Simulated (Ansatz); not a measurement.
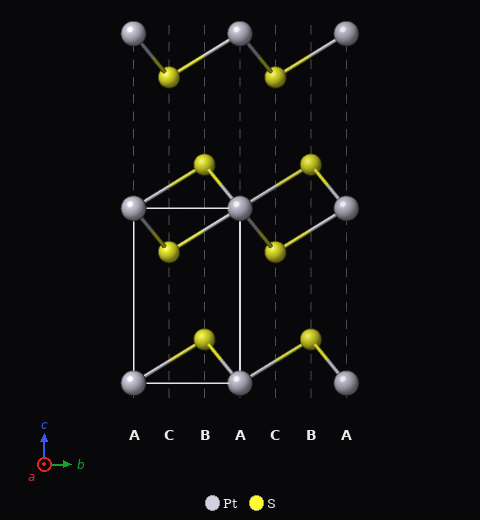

Projection along an edge of the hexagonal mesh, stacking direction c upwards. The dashed lines mark the three columns A (0, 0), B (1/3, 2/3) and C (2/3, 1/3). The sequence starts with the first layer at or above the cell's origin.

System PtS₂ (space group P-3m1, No. 164); source of the atomic positions: a calculation's input that goes back to an entry of the Crystallography Open Database (an earlier step may have relaxed or displaced it).

### Read off the stacking sequence over one period.

Pt(A) – S(B) – S(C) (three layers in 5.04 Å).

### How are the S layers alone stacked?

S layers alone: BC, the hexagonal close-packed type.

### Which positions between or in the S layers do the other atoms fill?

Pt: one octahedral site (per hexagonal cell). One of the two gaps between S layers is empty, 2.52 Å wide.

### What short polytype symbol fits?

Polytype symbol 1T, the symbol of a layered MX2 polytype (number of slabs in the repeat and lattice).

Heights of the layers:

| layer | atoms (column) | height (Å) | to next (Å) |
| --- | --- | --- | --- |
| 1 | Pt(A) | 0.00 | 1.26 |
| 2 | S(B) | 1.26 | 2.52 |
| 3 | S(C) | 3.78 | 1.26 |
